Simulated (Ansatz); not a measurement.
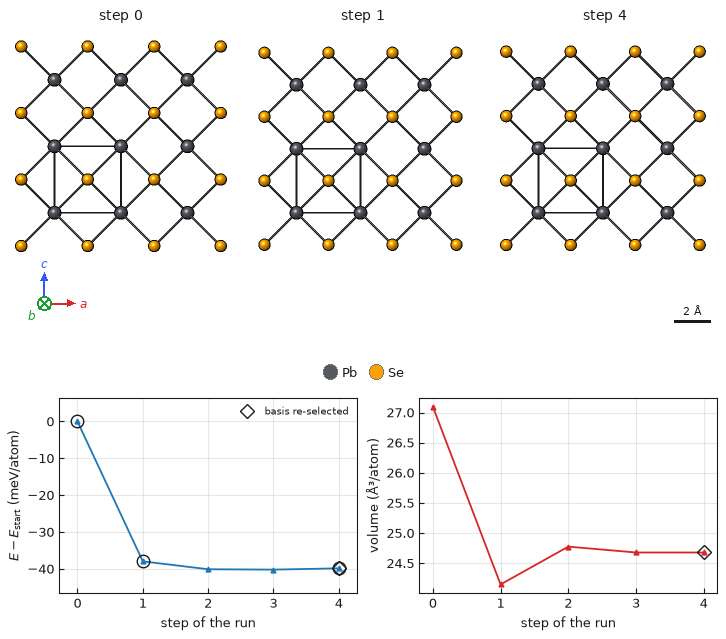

Frames of a relaxation of a crystal of PbSe (set up in Pm-3m), marked on the history of the run. Style: ball-and-stick. Shown: the cell of the calculation, repeated 2 × 1 × 2 with one cell outlined, along the b axis.

The run lets cell and atoms move.

Computed with Ansatz, Kohn-Sham DFT of a periodic cell, LDA, Ansatz PAW.

The input:
```yaml
crystal:
  lattice:
    - [3.784322, 0.0, 0.0]
    - [0.0, 3.784322, 0.0]
    - [0.0, 0.0, 3.784322]
  atoms:
    - { symbol: Pb, position: [0.0, 0.0, 0.0] }
    - { symbol: Se, position: [0.5, 0.5, 0.5] }
hamiltonian:
  xc: lda
  pseudopotentials: { kind: paw }
kpoints:
  mp_grid: { grid: [7, 7, 7] }
scf:
  occupations: { method: fermi_dirac, width: 0.05 }
output:
  forces: true
  stress: true
  eigenvalues: true
relax:
  f_tol: 0.01
  max_steps: 40
  cell: { stress_tol: 0.05 }
```

Launched with:
```bash
ansatz run input.yaml --threads 2 --pin off --max-ram 5632MiB --backend cpu --events-out ev --progress --plain --runs-dir out
```

### Describe the path.

The energy falls by 39.9 meV per atom in 3 accepted moves (4 points after the start). All forces vanish by symmetry, so only the cell relaxes. The pressure goes from −4.81 to −0.02 GPa. At 1 point the geometry stayed and the basis and grid were re-selected for the new cell (energy shift of 0.4 meV per atom at most each time). The atoms keep their places relative to the cell (all moves are under 0.005 Å). The volume changes by −8.9 %, with a = b = c 3.784 → 3.668 Å (−3.1 %). Among the contacts that change: Pb–Se 3.277 → 3.177 Å. The space group stays Pm-3m (No. 221). From step 0 to 1: volume −10.9 %, energy −38.0 meV per atom. From step 1 to 4: volume +2.2 %, energy −1.9 meV per atom.

| step | E − E(0), meV/atom | pressure, GPa | volume, Å³/atom | note |
| --- | --- | --- | --- | --- |
| 0 | 0.00 | -4.81 | 27.098 |  |
| 1 | -37.96 | 1.46 | 24.149 |  |
| 2 | -40.10 | -0.26 | 24.776 |  |
| 3 | -40.20 | -0.01 | 24.679 |  |
| 4 | -39.85 | -0.02 | 24.679 | same geometry, new basis |
